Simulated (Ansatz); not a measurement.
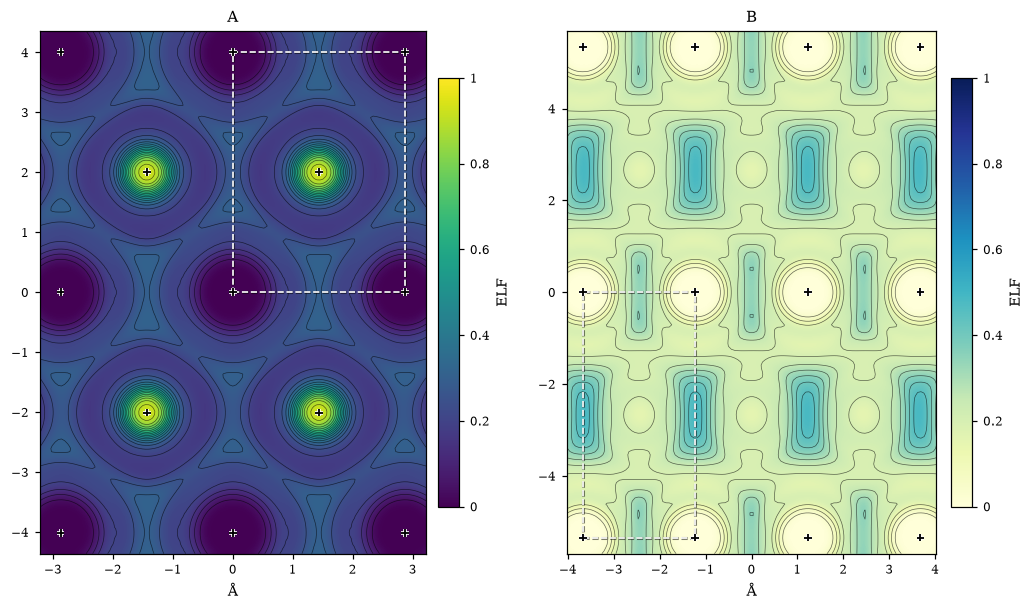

The electron localisation function of 2 systems, each on a plane through atoms (crosses mark nuclei in the plane).

All numbers below come from DFT PBE, scalar-relativistic, plane waves, PAW in Ansatz 0.2.0.

System 1: ZnCu, the (101) plane of the conventional cell. Space group P4/mmm; changed on purpose from its base cell (strain -0.025 along x and y, -0.050 along z, atoms carried along); computed pressure about 19 GPa in this cell; computed without spin polarisation.

```cif
data_structure
_symmetry_space_group_name_H-M 'P 1'
_symmetry_Int_Tables_number 1
_cell_length_a 2.8714
_cell_length_b 2.8714
_cell_length_c 2.7978
_cell_angle_alpha 90.000
_cell_angle_beta 90.000
_cell_angle_gamma 90.000
_cell_volume 23.07
loop_
_atom_site_label
_atom_site_type_symbol
_atom_site_fract_x
_atom_site_fract_y
_atom_site_fract_z
_atom_site_occupancy
Zn1 Zn 0.50000 0.50000 0.50000 1
Cu1 Cu 0.00000 0.00000 0.00000 1
```

System 2: Zn, the (010) plane of the conventional cell. Space group P6₃/mmc; changed on purpose from its base cell (strain -0.080 along x and y, +0.080 along z, atoms carried along); computed pressure about 16 GPa in this cell.

Question: Which map belongs to which system?

Answer: Panel A is system 1, ZnCu: the plane holds Zn and Cu. Zn–Cu (2.47 Å): the ELF is about 0.25 at the midpoint; no shared electron pair shows on this line. Panel B is system 2, Zn: the plane holds Zn. Zn–Zn (2.45 Å): the ELF is about 0.35 at the midpoint.
